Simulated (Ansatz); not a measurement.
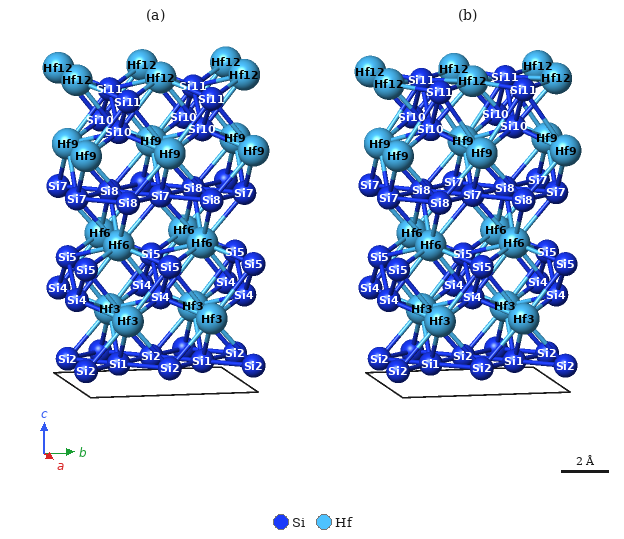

The structure of a slab of composition HfSi2 (cut from the Cmcm phase) before (left) and after (right) a constrained relaxation, at one scale.

Style: ball-and-stick. Shown: the 2 × 2 repeat of the cell, outlined in the plane, without the vacuum, slightly off an axis.

Case: clean slab, lower half held. The slab is the (0 1 0) face of HfSi2. 6 atoms are held fixed.

These are results of DFT PBEsol, scalar-relativistic, plane waves, PAW (Ansatz), not measurements.

Input file:
```yaml
crystal:
  lattice:
    - [3.6361020336, 0.0, 0.0]
    - [0.0, 3.6500013929, 0.0]
    - [0.0, 0.0, 29.2637679697]
  atoms:
    - { symbol: Si, position: [0.25, 0.5, 0.2904615704] }
    - { symbol: Si, position: [0.75, 0.0, 0.2906767548] }
    - { symbol: Hf, position: [0.75, 0.5, 0.3617964773] }
    - { symbol: Si, position: [0.25, 0.0, 0.3860681022] }
    - { symbol: Si, position: [0.75, 0.0, 0.4401685139] }
    - { symbol: Hf, position: [0.25, 0.5, 0.4644401388] }
    - { symbol: Si, position: [0.25, 0.0, 0.5355598612] }
    - { symbol: Si, position: [0.75, 0.5, 0.5357750457] }
    - { symbol: Hf, position: [0.75, 0.0, 0.6068947681] }
    - { symbol: Si, position: [0.25, 0.5, 0.631166393] }
    - { symbol: Si, position: [0.75, 0.5, 0.6852668047] }
    - { symbol: Hf, position: [0.25, 0.0, 0.7095384296] }
basis:
  ecutwfc: 420
kpoints:
  mp_grid: { grid: [8, 8, 1] }
hamiltonian:
  xc: pbesol
scf:
  occupations: { method: gaussian, width: 0.1 }
output:
  forces: true
  eigenvalues: true
  write_density: true
  write_potential: true
  elf: true
  volumetric_format: npy
relax:
  adjacent_minimum: "off"
  f_tol: 0.03
  max_steps: 70
  constraints: [{ sites: [0, 1, 2, 3, 4, 5] }]
efield:
  axis: 3
  dipole_correction: true
  ramp_width: 0.04
```

Command:
```bash
ansatz run input.yaml --threads 4 --pin off --max-ram 10240MiB --backend cpu --events-out ev --progress --plain --runs-dir out
```

### What changed between the two?

The largest move is that of Si11, 0.40 Å along the normal (+c). By element the largest moves are Si 0.40 Å, Hf 0.16 Å. The lattice vectors keep their values. Some distances before and after: Hf9–Si11 2.931 → 3.246 Å, Si10–Hf12 2.931 → 2.712 Å, Si10–Si11 2.411 → 2.600 Å, Hf9–Hf12 3.511 → 3.366 Å. Bond angles that change, for instance: Si11–Hf12–Si11 149.2° → 173.4°, Si10–Hf12–Si11 102.5° → 115.7°, Si10–Hf12–Si10 77.0° → 84.6°. After 5 accepted moves (6 points after the start) the energy has fallen by 0.230 eV per cell of the calculation. The largest force component goes from 1.2 to 0.028 eV/Å. The line search rejected the trial step at point 5 of the run.
